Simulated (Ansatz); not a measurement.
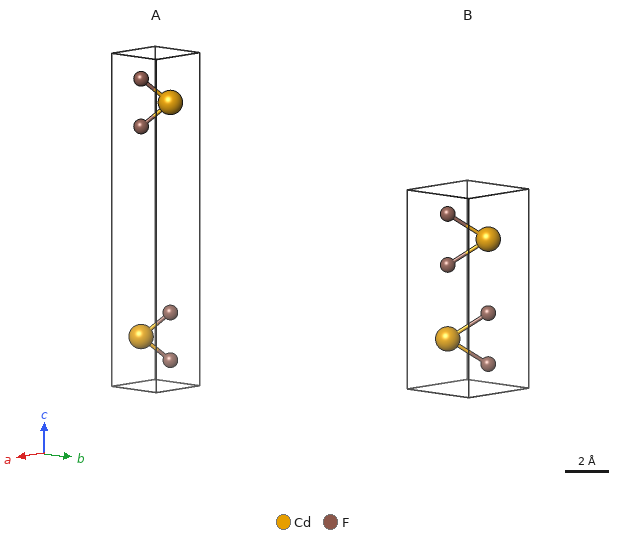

Two geometries of a crystal of CdF$_{2}$ (built on the MoS2-164 type type), drawn at one scale. One is the start of a relaxation, the other its converged end. Style: ball-and-stick. Shown: the cell of the calculation, from a free direction.

The calculation used DFT, PBEsol, plane waves, PAW in Ansatz. (plane-wave cutoff 420 eV; k-point mesh 9 × 9 × 2; occupations fermi dirac; smearing width 0.03 eV; no spin polarisation; cell and atoms relaxed; force threshold 0.01 eV/Å; at most 120 steps)

Which of the two is the end point?

Answer. Structure B is the relaxed one. The largest moves relative to the cell, 1.52 Å, are those of F atoms. By element the largest moves are F 1.52 Å, Cd 0.98 Å. Cell: a = b 2.373 → 3.287 Å (+38.5 %), c 16.150 → 9.654 Å (−40.2 %). Volume +14.7 %. Some distances before and after: Cd–Cd 2.373 → 3.287 Å, Cd–F 1.792 → 2.264 Å. Among the angles between lasting bonds that change: F–Cd–F 80.3° → 66.1°, F–Cd–F 82.9° → 93.1°, Cd–F–Cd 82.9° → 93.1°. The space group stays P-3m1 (No. 164). Over 29 accepted moves (35 points after the start) the energy falls by 4475 meV per atom. Largest force component: 19 eV/Å at the start, 0.0012 eV/Å at the end. Pressure: 196.71 GPa at the start and −0.01 GPa at the end. The line search rejected the trial step at point 11 of the run. The SCF was repeated 5 times at an unchanged geometry on a basis and grid sized afresh for the cell, which shifted the energy by 218 meV per atom at most. The run took 100 s on 2 threads of Intel(R) Xeon(R) Processor @ 2.70GHz, with other jobs on the host, peak memory 0.44 GiB.
